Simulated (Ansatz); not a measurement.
## Electronic structure of Al₃₂O (cell with a defect) in real space

```xyz
33
Lattice="8.1000 0.0000 0.0000 0.0000 8.1000 0.0000 0.0000 0.0000 8.1000" Properties=species:S:1:pos:R:3 pbc="T T T"
Al    4.0865    8.0993    0.0357
Al    6.0671    2.0329    0.0071
Al    6.0382    8.0993    1.9873
Al    8.0892    0.0107    0.0255
Al    2.0244    2.0614    0.0357
Al    4.0580    4.0419    0.0071
Al    6.0385    6.0756    0.0358
Al    2.0356    0.0104    1.9970
Al    4.0581    2.0329    2.0160
Al    6.0670    4.0418    2.0160
Al    4.0767    0.0107    4.0386
Al    6.0381    2.0618    4.0501
Al    6.0481    0.0105    6.0850
Al    0.0007    4.0133    0.0358
Al    2.0358    6.0641    0.0255
Al    0.0006    2.0617    1.9873
Al    2.0244    4.0131    1.9873
Al    4.0869    6.0756    1.9873
Al    8.0103    0.0897    3.9603
Al    2.0358    2.0516    4.0386
Al    4.0869    4.0130    4.0501
Al    6.0484    6.0641    4.0386
Al    2.1134    0.0883    6.1633
Al    4.0864    2.0613    6.0737
Al    6.0385    4.0135    6.0737
Al    8.0895    6.0643    1.9971
Al    8.0892    4.0232    4.0386
Al    2.1149    5.9851    3.9601
Al    8.0894    2.0517    6.0850
Al    2.0356    4.0229    6.0850
Al    4.0769    6.0643    6.0850
Al    8.0115    5.9865    6.1635
O     1.0125    7.0872    5.0602
```

These are results of Ansatz 0.2.0, DFT PBE-D3(BJ), scalar-relativistic, plane waves, PAW, not measurements.

In a PAW calculation such maps are meaningful between the atoms, not at the nuclei.

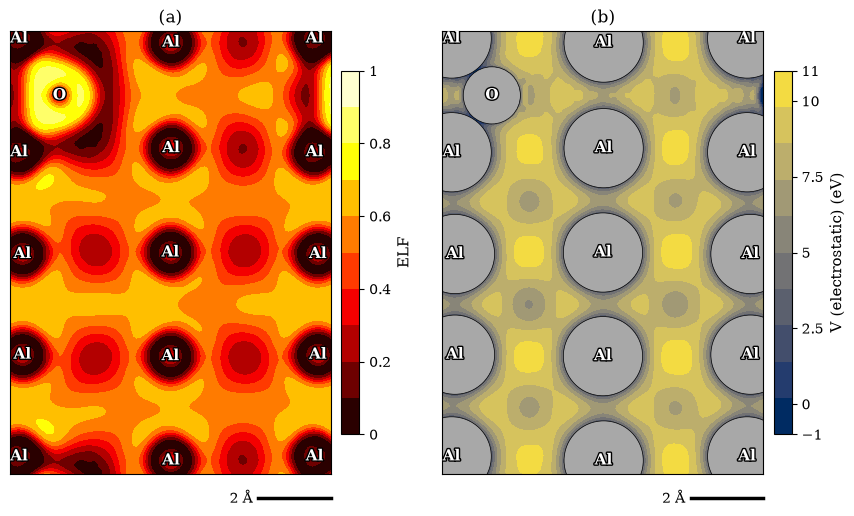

Figure 1. (a) electron localisation function; (b) electrostatic potential energy of an electron on the (110) plane of the calculation cell. Grey discs cover the atomic cores in the potential map.

Q: Describe what can be read from this map.

A: The section cuts through Al and O sites.
Al–O (1.91 Å): the ELF peaks at about 0.85 in the valence shell of O, 0.7 Å from its nucleus, and is about 0.75 at the midpoint.
Outside the cores the potential energy rises away from the atoms and is highest about 2.0 Å from the nearest atoms; its zero is arbitrary.

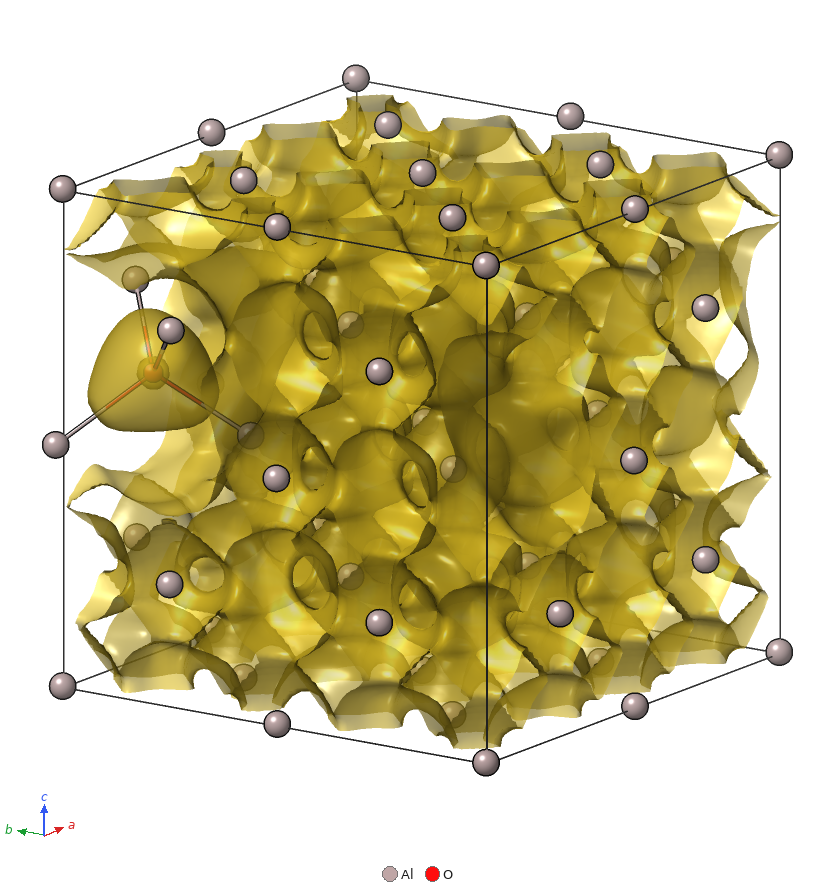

Figure 2. Isosurface of the ELF at 0.55 (yellow), seen at an oblique angle. Core shells and regions of very low density are left out. Sticks mark near contacts.

Q: Describe the localisation domains.

A: At this value the surface marks out one region on O in which the atom's valence shell and bonds are merged and one network that runs through the whole crystal, counted in one cell of 33 atoms. Regions shared between cells count once.

Q: Metal or insulator at this level of theory?

A: It is metallic or semimetallic at this level of theory: no gap opens.
